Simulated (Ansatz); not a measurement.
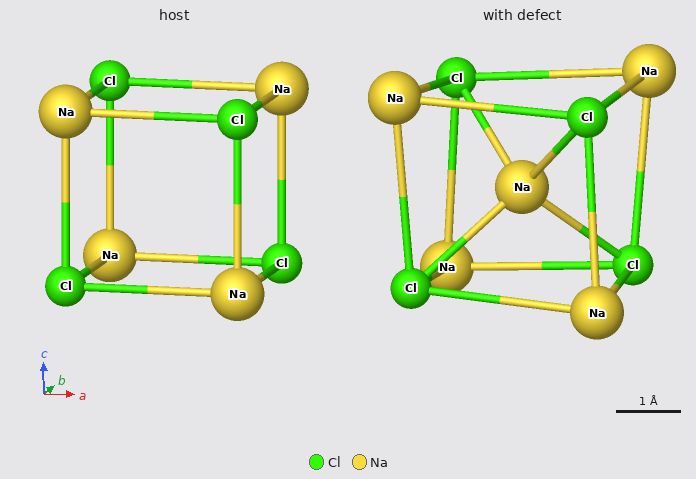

Left: perfect NaCl. Right: the same region with one point defect, after relaxing the atoms in a supercell of 64 sites. Style: ball-and-stick. Shown: the atoms within 3.8 Å of one point, slightly off an axis.

Computed with Ansatz, DFT, PBEsol, PAW, plane waves. Set-up: plane-wave cutoff 420 eV; k-point mesh 1 × 1 × 1; mesh shifted by (0.25, 0.25, 0.25); no spin polarisation. Fermi-Dirac smearing of 0.01 eV. A uniform background neutralises the charged cell. The axes drawn are those of the host's conventional cell.

Q: Which defect is it?

A: An extra sodium atom is put between the host's atoms (an interstitial).

The charge state of the cell is +1.

Q: How does the lattice respond?

A: The Na atom starts with 4 Na at 2.42 to 2.43 Å, 4 Cl at 2.42 to 2.43 Å around its place and ends with 4 Cl at 2.49 Å, 4 Na at 2.85 Å. Of the host's atoms, a sodium atom moves furthest from its site, by 0.43 Å.

Limits of the set-up: the cell is charged, on a uniform background, and energies carry no finite-size correction.
